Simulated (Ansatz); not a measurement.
The calculation's input:

```
crystal:
  lattice:
    - [0.0, 2.87015, 2.87015]
    - [2.87015, 0.0, 2.87015]
    - [2.87015, 2.87015, 0.0]
  atoms:
    - { symbol: Ag, position: [0.0, 0.0, 0.0] }
    - { symbol: Br, position: [0.5, 0.5, 0.5] }
kpoints:
  mp_grid: { grid: [8, 8, 8] }
hamiltonian:
  xc: pbe
scf:
  occupations: { method: fermi_dirac, width: 0.02 }
relax:
  f_tol: 0.005
  cell: {}
output:
  write_density: true
  write_potential: true
  elf: true
  volumetric_format: npy
```

Launched as:

```sh
ansatz run input.yaml --threads 2 --pin off --max-ram 2211MiB --backend cpu --events-out ev --progress --plain --runs-dir out
```

Below, planes, directions and counts refer to the conventional cell (a = 5.84 Å, b = 5.84 Å, c = 5.84 Å, α = 90.00°, β = 90.00°, γ = 90.00°).

The fields are those of the relaxed geometry.

Space group Fm-3m; started from the measured structure prototype, which need not be the ambient phase.

Method: Ansatz 0.2.0, DFT, PBE, plane waves, PAW.

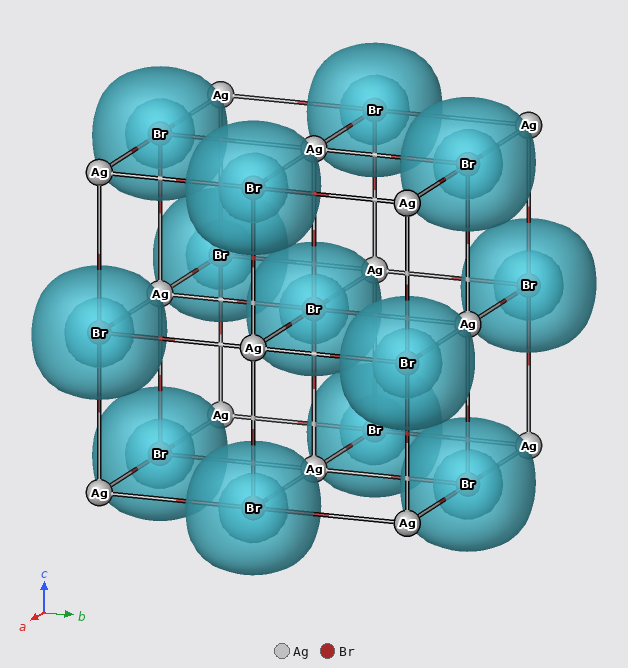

AgBr. Isosurface of the electron localisation function at 0.7 (cyan), seen slightly off an axis. Core shells and regions of very low density are left out. Sticks mark near contacts.

Core electrons are frozen (PAW), and the valence fields are smoothed inside the atomic spheres.

Question: Identify the bonds, lone pairs and shells in this picture.

Answer: The surface consists of four regions wrapped around Br (the valence shell of each), counted in one cell of 8 atoms. Regions shared between cells count once.

Values along the shortest contacts:
Ag–Br (2.92 Å): the ELF is about 0.20 at the midpoint.
